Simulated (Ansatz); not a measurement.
# Run report: Si, geometry relaxation (part 2 of 2)

Continued. System: Si (slab, 8 atoms in the cell). Method: DFT PBEsol, scalar-relativistic, plane waves, PAW, no spin polarisation (Ansatz 0.2.0); cutoff 420 eV, 8×6×1 k-mesh, Gaussian smearing of 0.05 eV. The structure derives from an entry of the Crystallography Open Database. The input holds or restrains some coordinates. Forces given for the steps count only the free coordinates. It belongs to a series of runs on one base structure; here: clean slab, lower half held.

Geometry of the input (Å; fractional positions):
```
3.8417  0.0000  0.0000
0.0000  5.4330  0.0000
0.0000  0.0000  22.7626
Si 0.5000  0.0000  0.3734
Si 0.0000  0.2500  0.3734
Si 0.0000  0.5000  0.4578
Si 0.5000  0.7500  0.4578
Si 0.5000  0.0000  0.5422
Si 0.0000  0.2500  0.5422
Si 0.0000  0.5000  0.6266
Si 0.5000  0.7500  0.6266
```

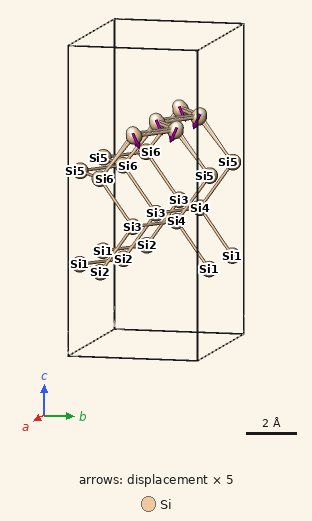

Start (faint) and end (solid) with the displacements as pink arrows, magnified 5 times (ball-and-stick view of the 2 × 1 repeat of the cell, with the vacuum cut short, seen slightly off an axis). The largest moves, 0.14 Å, are those of Si7 and Si8. The cell stays as it was. Among the contacts that change: Si7–Si8 2.353 → 2.288 Å, Si5–Si8 2.353 → 2.298 Å, Si5–Si6 2.353 → 2.324 Å, Si3–Si6 2.353 → 2.369 Å. Among the angles that change: Si8–Si7–Si8 109.5° → 114.2°, Si4–Si5–Si8 109.5° → 105.4°, Si6–Si5–Si6 109.5° → 111.5°. The energy falls by 55.9 meV per cell of the calculation in 3 geometry steps. The largest force component goes from 0.42 to 0.013 eV/Å. (Atoms are counted from 1 in the order of the input.)

```
WARN: The input density's exchange-correlation potential varies sharply where the density is thin. Do not read a vacuum level from v_tot or v_xc, or from such a field of the output density. On a cell that repeats whose density bears no net charge and no dipole along the vacuum's axis use v_es (v_loc + v_h of the components); under efield.dipole_correction with no amplitude use v_es + v_field, which holds any external_charges[].barrier, or the levels of the report's work_function block, which leave it out; under a non-zero efield.amplitude the vacuum is tilted and has no level; on a cell that repeats and bears such a dipole with no correction it is tilted too, and efield.dipole_correction with no amplitude gives each side of its ramp a level where efield: is served; in a cell that repeats whose density bears a net charge (total_charge, or a fill off its count) it is curved and has none; of a slab under crystal.periodic whose density bears no net charge use v_es, which has a level on each side, short of where the two are joined; of another it falls or rises all the way out and has none; of a slab beside external_charges read slab_vacuum_level instead, which it has where they leave it neutral. The grid or the basis barely resolves most such structure, and the values can differ between equally converged runs; as a rule a tighter scf.convergence.dr2_threshold does not remove it. Where the density itself ripples (under the LDA too) a higher basis.ecutwfc lessens it. The files hold the spikes' plane waves up to the density's cutoff. Files: v_tot and the like, and their columns of v_z.tsv (output.write_potential); v_xc and the like, and their columns of v_comp_z.tsv (output.write_potential_components); where files of the output density stand in their place, no point of their own thin density is over the threshold below, and this is of outcome.potential() and, of a run that writes arrays (npy), the arrays of these names. Measured: with its Gaussian average of σ = 0.25 Å subtracted twice, the exchange-correlation potential is over 0.1 eV at 5 of the grid points where the equally averaged density (valence and model cores) is under 1e-3 e/Å³, and 0.104 eV at the most among them, at an averaged density of 6.7e-8 e/Å³. See output.write_potential in the manual, Limitations
SCF converged after 6 iterations
Free energy (F): -4967.167783 eV
Harris-Foulkes:  -4967.167783 eV  (|F-HF|=7.85e-9)
Internal energy: -4967.161001 eV  (E = F + TS)
E sigma→0 (E₀):  -4967.164392 eV
Entropy (-TS):   -0.006782 eV (-0.848 meV/atom)
Fermi energy:    -1.115277 eV
Dipole field:    D = 0.004325 V/Å  (p = 0.011357 e·Å, saw-weighted, corrected)
Work function:   Φ+ = 4.7562 eV   Φ− = 4.8546 eV
Levels:          The Fermi level and band energies are counted from a zero that moves with the ramp; work functions are not
--- Per-component energies (eV) ---
  E_band       = -188.655493
  E_kinetic    = 314.671040
  E_local      = -7781.751282  (includes V_loc(G=0)·N_el)
  E_nonlocal   = 209.346871
  E_hartree    = 3727.692541
  E_xc         = -432.651695
  E_vxc        = -368.009613  (∫ρ·V_xc dr)
  E_paw        = -3990.099879  (= ΣΔE_a)
  E_vpaw       = -18.316146  (= ΣTr[D̂ρ^β])
  E_aug_tail   = 0.000050  (compensation charges beyond the density's cutoff)
  E_efield     = 0.000025  (sawtooth field / dipole correction)
  E_vefield    = 0.004417  (∫n·V_field dr)
  E_ewald      = 2985.378844
  E_core_change = 0.252485  (= ΣΔE_core)
  E_smearing   = -0.006782  (= −TS)
  E_closure    = -0.000000  (closes the sum)
  Σ components = -4967.167783   (vs F -4967.167783, Δ=0.00e0)
--- Forces (eV/Å), atoms counted from 1 ---
  atom   1  Si     0.00000000     0.41182831     0.20194074
  atom   2  Si     0.00000000    -0.41182831     0.20194074
  atom   3  Si     0.00000000     0.06933681    -0.20530583
  atom   4  Si     0.00000000    -0.06933681    -0.20530583
  atom   5  Si     0.00000000     0.01085654     0.00138992
  atom   6  Si     0.00000000    -0.01085654     0.00138992
  atom   7  Si     0.00000000    -0.01298018     0.00197478
  atom   8  Si     0.00000000     0.01298018     0.00197478
  max |Σ_I F_I| component: 7.69e-7 eV/Å
--- Band table (eV; the first three rows and the last of 20) ---
  k-point 0: bands = ["-12.7916", "-11.5652", "-10.0270", "-9.1669", "-8.5288", "-7.0108", "-4.8389", "-4.7503", "-4.5388", "-3.8212", "-3.2799", "-2.9190", "-2.0413", "-1.9476", "-1.3648", "-1.1542", "-0.6555", "-0.2761", "0.6690", "0.7600", "1.4544", "1.7128", "1.8307", "1.8483"]
  k-point 1: bands = ["-12.6737", "-11.4726", "-10.1596", "-9.9503", "-7.6665", "-7.1880", "-5.4020", "-4.3679", "-4.0016", "-3.7200", "-3.4630", "-2.8537", "-2.0308", "-1.6508", "-1.6324", "-1.5144", "-0.4987", "-0.1790", "0.1839", "0.8645", "1.5009", "1.7551", "1.8253", "2.1759"]
  k-point 2: bands = ["-12.3228", "-11.2135", "-10.9651", "-10.3725", "-7.2990", "-6.8588", "-5.8218", "-4.2167", "-3.4512", "-3.4230", "-3.3048", "-2.6785", "-2.3931", "-2.0359", "-1.5446", "-1.1299", "-0.9112", "-0.5914", "0.3780", "1.0170", "1.1363", "1.6519", "2.2746", "2.8126"]
  k-point 19: bands = ["-10.4291", "-10.4291", "-9.1955", "-9.1955", "-8.1166", "-8.1166", "-7.8763", "-7.8763", "-4.5190", "-4.5190", "-4.2955", "-4.2955", "-2.9071", "-2.9071", "-1.8233", "-1.8233", "-0.5674", "-0.5674", "1.7875", "1.7875", "2.4705", "2.4705", "2.8085", "2.8085"]
--- Relaxed structure (4 steps of the walk, 4 accepted, 0 SCFs on fresh bases) ---
  F+E_penalty+E_count = -4967.16778272 eV   max|allowed force component| = 1.298e-2 eV/Å
  atoms:
    - { symbol: Si, position: [0.5, 0.0, 0.37341996279999995] }
    - { symbol: Si, position: [0.0, 0.24999999999999997, 0.37341996279999995] }
    - { symbol: Si, position: [0.0, 0.49999999999999994, 0.4578066543] }
    - { symbol: Si, position: [0.5, 0.7499999999999999, 0.4578066543] }
    - { symbol: Si, position: [0.5, 0.0046465372838064775, 0.5422918688005329] }
    - { symbol: Si, position: [1.3707972051659423e-36, 0.24535346271619352, 0.5422918688005329] }
    - { symbol: Si, position: [-2.506600603732009e-35, 0.5106580661720048, 0.6209366388918875] }
    - { symbol: Si, position: [0.5, 0.7393419338279951, 0.6209366388918875] }
```

Trajectory as extended XYZ (Å, eV, eV/Å), 4 frames, from step=1 to step=4:
```
8
Lattice="3.8417 0.0000 0.0000 0.0000 5.4330 0.0000 0.0000 0.0000 22.7626" Properties=species:S:1:pos:R:3:forces:R:3 step=1 energy=-4967.11188
Si    1.9209    0.0000    8.5000    0.0000   0.4238   0.2116
Si    0.0000    1.3583    8.5000    0.0000  -0.4238   0.2116
Si    0.0000    2.7165   10.4209    0.0000   0.1195  -0.2825
Si    1.9209    4.0748   10.4209    0.0000  -0.1195  -0.2825
Si    1.9209    0.0000   12.3417    0.0000   0.1195   0.2825
Si    0.0000    1.3583   12.3417    0.0000  -0.1195   0.2825
Si    0.0000    2.7165   14.2626    0.0000   0.4238  -0.2116
Si    1.9209    4.0748   14.2626    0.0000  -0.4238  -0.2116
8
Lattice="3.8417 0.0000 0.0000 0.0000 5.4330 0.0000 0.0000 0.0000 22.7626" Properties=species:S:1:pos:R:3:forces:R:3 step=2 energy=-4967.14939
Si    1.9209    0.0000    8.5000    0.0000   0.4125   0.1981
Si    0.0000    1.3583    8.5000    0.0000  -0.4125   0.1981
Si    0.0000    2.7165   10.4209    0.0000   0.0879  -0.2291
Si    1.9209    4.0748   10.4209    0.0000  -0.0879  -0.2291
Si    1.9209    0.0079   12.3467    0.0000   0.0750   0.1882
Si    0.0000    1.3504   12.3467    0.0000  -0.0750   0.1882
Si    0.0000    2.7451   14.2180    0.0000   0.1698  -0.1571
Si    1.9209    4.0461   14.2180    0.0000  -0.1698  -0.1571
8
Lattice="3.8417 0.0000 0.0000 0.0000 5.4330 0.0000 0.0000 0.0000 22.7626" Properties=species:S:1:pos:R:3:forces:R:3 step=3 energy=-4967.16693
Si    1.9209    0.0000    8.5000    0.0000   0.4077   0.2066
Si    0.0000    1.3583    8.5000    0.0000  -0.4077   0.2066
Si    0.0000    2.7165   10.4209    0.0000   0.0630  -0.2018
Si    1.9209    4.0748   10.4209    0.0000  -0.0630  -0.2018
Si    1.9209    0.0280   12.3443    0.0000   0.0228  -0.0654
Si    0.0000    1.3302   12.3443    0.0000  -0.0228  -0.0654
Si    0.0000    2.7731   14.1204    0.0000   0.0699   0.0606
Si    1.9209    4.0182   14.1204    0.0000  -0.0699   0.0606
8
Lattice="3.8417 0.0000 0.0000 0.0000 5.4330 0.0000 0.0000 0.0000 22.7626" Properties=species:S:1:pos:R:3:forces:R:3 step=4 energy=-4967.16778
Si    1.9209    0.0000    8.5000    0.0000   0.4118   0.2019
Si    0.0000    1.3583    8.5000    0.0000  -0.4118   0.2019
Si    0.0000    2.7165   10.4209    0.0000   0.0693  -0.2053
Si    1.9209    4.0748   10.4209    0.0000  -0.0693  -0.2053
Si    1.9209    0.0252   12.3440    0.0000   0.0109   0.0014
Si    0.0000    1.3330   12.3440    0.0000  -0.0109   0.0014
Si    0.0000    2.7744   14.1341    0.0000  -0.0130   0.0020
Si    1.9209    4.0169   14.1341    0.0000   0.0130   0.0020
```

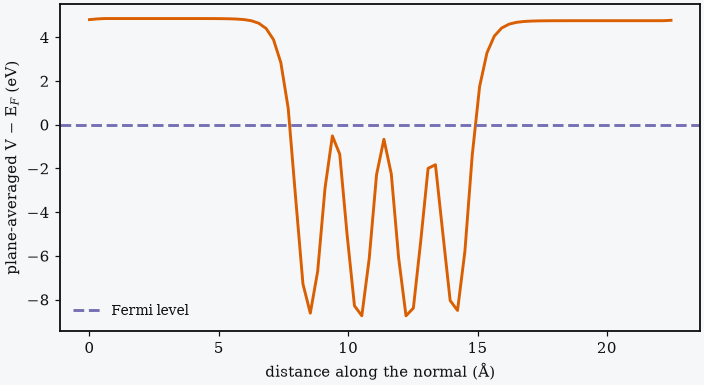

Plane average of the electrostatic potential energy of an electron across the cell, from the Fermi level. The vacuum level lies 4.76 eV above the Fermi level on the upper side and 4.85 eV on the lower.

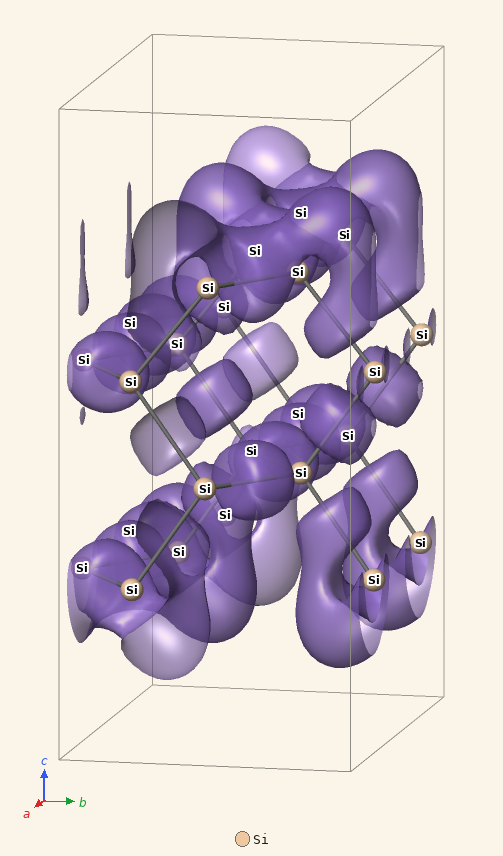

Isosurface of the ELF at 0.75 (purple), seen slightly off an axis. Only the valence region is drawn (cores and ρ < 0.01 e/Å³ removed). Sticks mark near contacts. Along the contacts the grid gives the following. Si–Si (2.35 Å): the ELF peaks at about 0.95 between the atoms (a shared electron pair). Core electrons are frozen (PAW), so the fields are smoothed inside the atomic spheres.

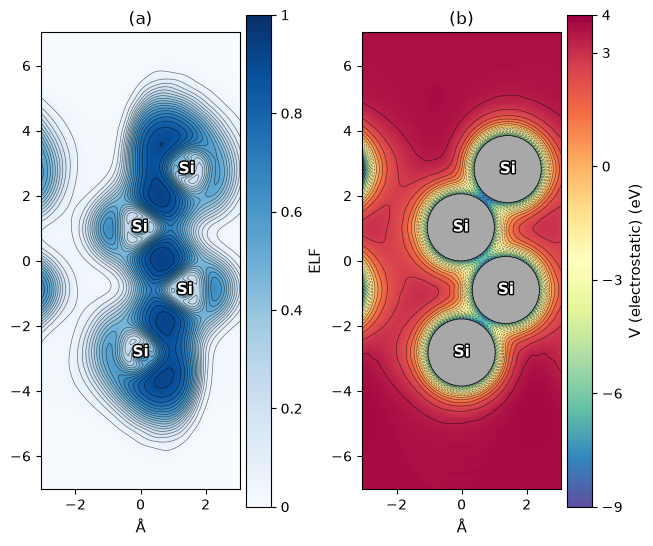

(a) ELF; (b) electrostatic potential energy of an electron on the (100) plane of the calculation cell, a cut from vacuum to vacuum. Grey discs, where drawn, cover atomic cores. Si–Si (2.30 Å): the ELF peaks at about 0.90 between the atoms, which marks a shared electron pair. Si–Si (2.35 Å): the ELF peaks at about 0.90 between the atoms, which marks a covalent bond.

Key numbers:

| quantity | value |
| --- | --- |
| outcome | converged under the restraints of the input |
| electrons treated | 32 |
| free energy | −4967.1678 eV |
| work function, top face | 4.76 eV |
| work function, bottom face | 4.85 eV |
| Fermi energy | −1.115 eV |
| gap on the k-point mesh | none (metallic) |
| final volume | 475.10 Å³ |
| work function (upper face) | 4.76 eV |
| largest force (length of the vector) at the end, held atoms and coordinates included | 0.459 eV/Å |
| hardware | 2 threads of Intel Xeon (Sapphire Rapids), 192 GiB of memory available, shared host |
| wall time | 57 s (CPU time 1.8 min) |
| peak memory | 0.69 GiB |

The program warns: the exchange-correlation potential is rough where the density is thin.
